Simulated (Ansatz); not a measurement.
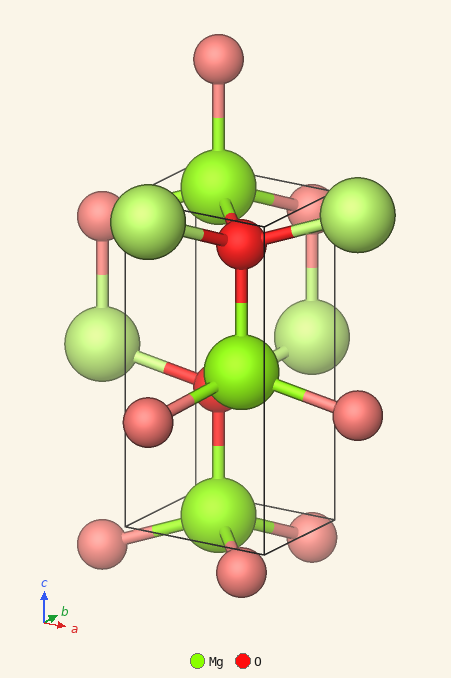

An orthographic ball-and-stick view of the structure, slightly off an axis. The lines enclose the conventional unit cell; boundary atoms appear with their images. Bonds that leave the box are completed with the atoms at their other ends, in fainter colours.

MgO, wurtzite, space group P6_3mc (No. 186), a = 3.288 Å, b = 3.288 Å, c = 5.135 Å, α = 90.00°, β = 90.00°, γ = 120.00°. Provenance: a structure type filled with these elements by a generator (whether the compound takes this form wasn't checked). The cell was then strained or its atoms displaced on purpose. It was run through Ansatz as a DFT input.

This one geometry was computed with Ansatz (DFT, plane waves, PAW) at three levels of theory: r2SCAN, PBE and HSE06. It was relaxed with r2SCAN and then strained.

Which level gives the highest pressure at this volume, and what does that say about its equilibrium volume?

Highest: PBE (1.7 GPa), which points to the largest equilibrium volume. Lowest, with the smallest volume: r2SCAN (-2.1 GPa) and HSE06 (-2.1 GPa). Levels within 0.5 GPa of each other can't be told apart.

How does the band gap change with the level of theory?

PBE: a gap of 3.52 eV, direct; r2SCAN: a gap of 4.18 eV, direct; HSE06: a gap of 5.12 eV, direct.

Collect the results in a table.

| level | cutoff (eV) | k-mesh of the run's cell | gap (eV) | pressure (GPa) |
| --- | --- | --- | --- | --- |
| r2SCAN | 500 | 12×12×6 | 4.18 | -2.1 |
| PBE | 420 | 12×12×6 | 3.52 | 1.7 |
| HSE06 | 420 | 6×6×4 | 5.12 | -2.1 |

Gaps are taken on the k-mesh or band path of each run.
